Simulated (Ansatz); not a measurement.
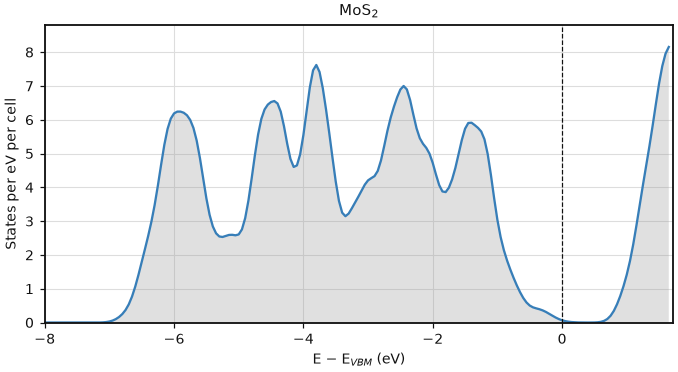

Describe the figure.

Density of states of MoS$_{2}$, space group P6_3/mmc, 6 atoms in the cell. Ansatz; DFT, LDA, plane waves, PAW, no spin polarisation, 12×12×2 k mesh, 420 eV cutoff. Energies are counted from the top of the valence band. The curve is built from the levels of the k mesh with Gaussians 0.3 eV wide, which also blur the band edges.

There is a gap; over the k points computed it is 0.86 eV (indirect; the smallest direct gap is 1.63 eV). The upper group of valence states starts about 6.9 eV under the valence-band top, with a gap beneath it; it holds about 28 electrons a cell.

The atoms aren't at rest in this cell (largest force 0.3 eV/Å), so the relaxed material can differ. The cell is at −5 GPa in this functional.
